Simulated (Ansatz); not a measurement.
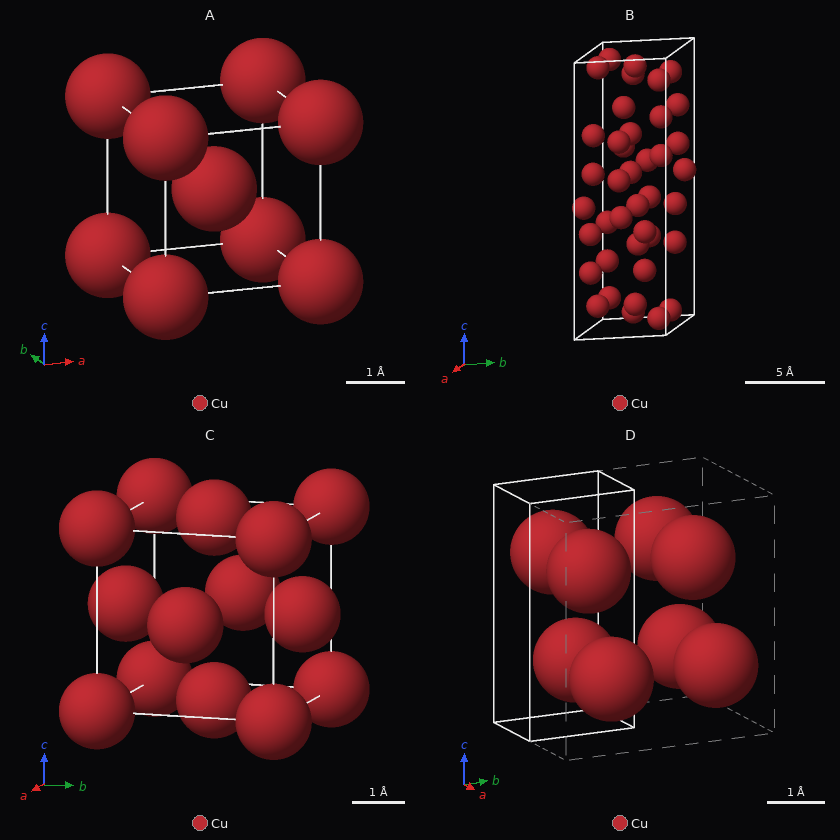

Four structures of Cu, each relaxed to rest (conventional cells in solid outline, small ones repeated, each panel with its own scale). Method: DFT PBE, scalar-relativistic, plane waves, PAW in Ansatz 0.2.0, without spin polarisation.

What are the structures shown?

Answer. A: body-centred cubic (W type), Im-3m; B: 36 atoms a cell on a rhombohedral (trigonal R) lattice, R-3m; C: face-centred cubic (Cu type), Fm-3m; D: hexagonal close-packed (Mg type), P6_3/mmc.

Which of these is lowest in energy, and how far above it do the others lie?

Answer. C, then D (+9 meV/atom), A (+38 meV/atom) and B (+568 meV/atom), energies at zero smearing.

Collect the results in a table.

Answer.
| panel | structure | E − E(lowest) (meV/atom) | volume (Å³/atom) | gap (eV) |
| --- | --- | --- | --- | --- |
| C | Fm-3m | 0 | 12.0 | metal |
| D | P6_3/mmc | 9 | 12.0 | metal |
| A | Im-3m | 38 | 12.0 | metal |
| B | R-3m | 568 | 15.7 | metal |

The same structures were relaxed again with PBEsol. Does the order change?

Answer. No, every level gives the same order.

| panel | PBE (meV/atom) | PBEsol (meV/atom) |
| --- | --- | --- |
| C | 0 | 0 |
| D | 9 | 8 |
| A | 38 | 40 |
| B | 568 | 475 |

Some of these may be structure types tried for this composition rather than known phases, and the most stable form need not be among them. Gaps are taken on the k-mesh or band path of each run.
